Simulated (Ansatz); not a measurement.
# Ga: 5 runs along one coordinate

System: Ga (Im-3m, 1 atom in the cell).
Method: DFT, LDA (PW92), plane waves (420 eV) with PAW, scalar-relativistic, no spin polarisation (Ansatz 0.2.0).

The 5 runs differ only in the geometry, by an even scaling of the cell at fixed fractional positions.

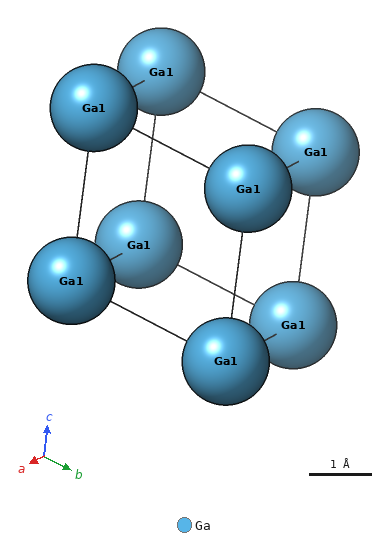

Figure 1. The structure of run 3 (spheres-only view of the cell of the calculation, seen slightly off an axis; atoms are numbered from 1 in the order of the input).

**Input of run 3**
```yaml
crystal:
  lattice:
    - [-1.6318100944, 1.6318100944, 1.6318100944]
    - [1.6318100944, -1.6318100944, 1.6318100944]
    - [1.6318100944, 1.6318100944, -1.6318100944]
  atoms:
    - { symbol: Ga, position: [0.0, 0.0, 0.0] }
hamiltonian:
  xc: lda
  pseudopotentials:
    kind: paw
    azcp:
      Ga: "pseudopotentials/Ga.paw.azcp"
basis:
  ecutwfc: 420
  fft_grid_basis: typed
kpoints:
  mp_grid: { grid: [15, 15, 15], shift: [0, 0, 0] }
magnetization:
  spin_polarized: false
scf:
  occupations: { method: fermi_dirac, width: 0.1 }
  lower_state_search: "off"
output:
  stress: true
```

Lattice vectors (Å) and fractional positions of run 3:
```
  -1.631810    1.631810    1.631810
   1.631810   -1.631810    1.631810
   1.631810    1.631810   -1.631810
Ga  0.000000  0.000000  0.000000
```

Run 4 differs from it as follows:
```diff
-    - [-1.6318100944, 1.6318100944, 1.6318100944]
-    - [1.6318100944, -1.6318100944, 1.6318100944]
-    - [1.6318100944, 1.6318100944, -1.6318100944]
+    - [-1.6532837424, 1.6532837424, 1.6532837424]
+    - [1.6532837424, -1.6532837424, 1.6532837424]
+    - [1.6532837424, 1.6532837424, -1.6532837424]
```

**Results, with one run withheld**

```tsv
run	volume per atom (Å³)	free energy per atom, from the lowest run given (meV)	pressure (GPa)
1	15.990	24.94	6.41
2	16.686	5.39	2.74
3	17.381	0.00	−0.14
4	18.076	?	?
5	19.466	41.31	−5.55
```

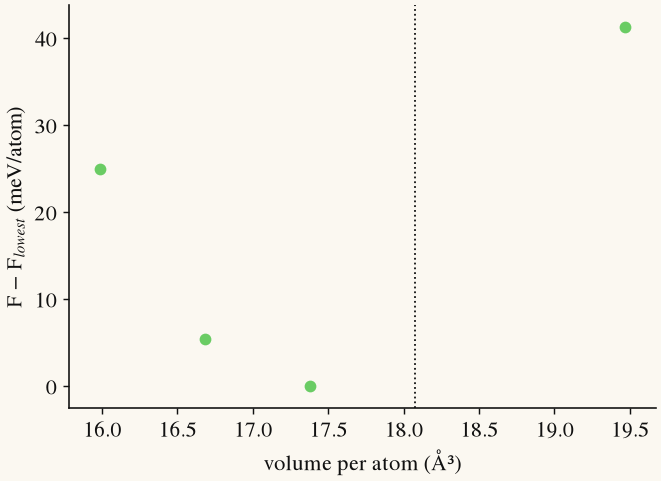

Figure 2. Free energy per atom of the runs given; the dotted line marks run 4.

Fit the runs given and predict run 4.

A quadratic polynomial in V^(−2/3) (the Birch–Murnaghan form), fitted to the 4 runs given, misses them by at most 0.20 meV per atom. With x = V^(−2/3) − 0.14948 Å⁻², it reads F = −0.09018 + 271.27 x + 3.4907e+05 x² (meV per atom). At run 4 it gives 5.17 meV per atom, and the run itself gives 5.72. The slope of the fit gives a pressure −dF/dV of −2.34 GPa there, and the run prints −2.40 GPa. The two needn't agree exactly: the fit is approximate, and the printed stress is taken on a finite basis. The fit has its minimum at 17.371 Å³ per atom, where V d²F/dV² gives 63.6 GPa: the bulk modulus at this level, since symmetry fixes the shape and the positions. So low a polynomial doesn't follow these energies more closely.

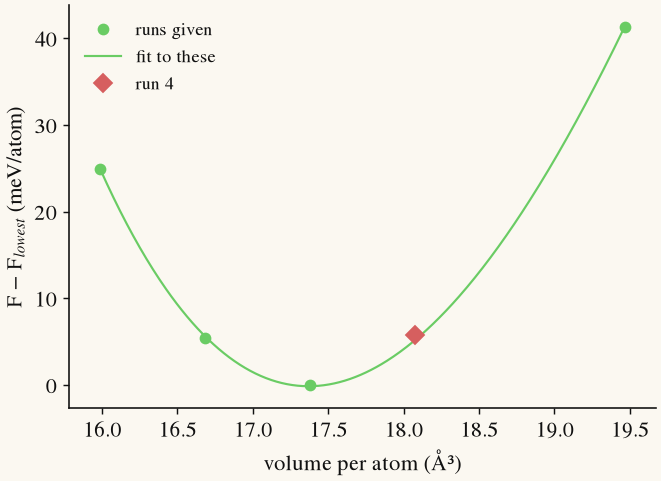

Figure 3. The fit and the withheld run.

**Output, shortened to warnings, some set-up lines, iterations and results (run 4)**
```
Warning: [file] the record states the generating functional pbe (its physics header spells it `PBE`), which answers neither for hamiltonian.xc's functional nor for the lda family's — results may be inconsistent (PPs are generated against a specific XC)
Basis set: ecut = 420 eV, 369 PW (Γ)
Symmetry: 48 space group operations
k-points: 120 of 3375
Initial density: superposition of atomic densities (neutral atoms: chi_scale 0, normalization atom), corrected by the library's trained network
[...]
SCF iter   1: F=—  HF=-3706.912901 eV  |F-HF|=—  |Δ(HF+E_count)|=         —  Δρ=4.90e-3  dr2=1.62e-3  ethr=1.77e-3  ⟨swp⟩=5.0  Hψ=7733  notcnv=0
SCF iter   2: F=—  HF=-3706.912113 eV  |F-HF|=—  |Δ(HF+E_count)|=   7.88e-4  Δρ=2.28e-3  dr2=3.49e-4  ethr=1.24e-5  ⟨swp⟩=2.0  Hψ=2929  notcnv=0
SCF iter   3: F=—  HF=-3706.912047 eV  |F-HF|=—  |Δ(HF+E_count)|=   6.64e-5  Δρ=9.50e-5  dr2=9.91e-7  ethr=2.68e-6  ⟨swp⟩=2.0  Hψ=1704  notcnv=0
SCF iter   4: F=—  HF=-3706.912045 eV  |F-HF|=—  |Δ(HF+E_count)|=   1.60e-6  Δρ=5.54e-5  dr2=2.72e-7  ethr=7.62e-9  ⟨swp⟩=2.0  Hψ=2068  notcnv=0
SCF iter   5: F=-3706.912045 eV  HF=-3706.912045 eV  |F-HF|=4.93e-9  |Δ(HF+E_count)|=   2.24e-7  Δρ=1.04e-5  dr2=8.61e-9  ethr=2.09e-9  ⟨swp⟩=2.0  Hψ=1898  notcnv=0
SCF iter   6: F=-3706.912045 eV  HF=-3706.912045 eV  |F-HF|=2.14e-10  |Δ(HF+E_count)|=  9.16e-10  Δρ=1.17e-6  dr2=1.23e-10  ethr=6.62e-11  ⟨swp⟩=1.7  Hψ=4122  notcnv=0
SCF 1 converged in 6 iterations: F = -3706.912045 eV  dr2 = 1.23e-10
SCF converged after 6 iterations
Free energy (F): -3706.912045 eV
Harris-Foulkes:  -3706.912045 eV  (|F-HF|=2.14e-10)
Internal energy: -3706.898271 eV  (E = F + TS)
E sigma→0 (E₀):  -3706.905158 eV
Entropy (-TS):   -0.013774 eV (-13.774 meV/atom)
Fermi energy:    9.940905 eV
--- Per-component energies (eV) ---
  E_band       = -33.437958
  E_kinetic    = 115.526461
  E_local      = -1754.347858  (includes V_loc(G=0)·N_el)
  E_nonlocal   = 423.713325
  E_hartree    = 824.100989
  E_xc         = -69.505480
  E_vxc        = -59.273989  (∫ρ·V_xc dr)
  E_paw        = -1908.927629  (= ΣΔE_a)
  E_vpaw       = -407.257089  (= ΣTr[D̂ρ^β])
  E_aug_tail   = -0.000149  (compensation charges beyond the density's cutoff)
  E_ewald      = -1339.186410
  E_core_change = 1.728480  (= ΣΔE_core)
  E_smearing   = -0.013774  (= −TS)
  E_closure    = 0.000000  (closes the sum)
  Σ components = -3706.912045   (vs F -3706.912045, Δ=0.00e0)
--- Stress (GPa, compression-positive) ---
       -2.398600       0.000000       0.000000
       -0.000000      -2.398600      -0.000000
       -0.000000       0.000000      -2.398600
  P = ⅓ Tr σ = -2.3986 GPa (-23.986 kbar)
```

Warnings of the run: the PAW datasets were made with another functional.
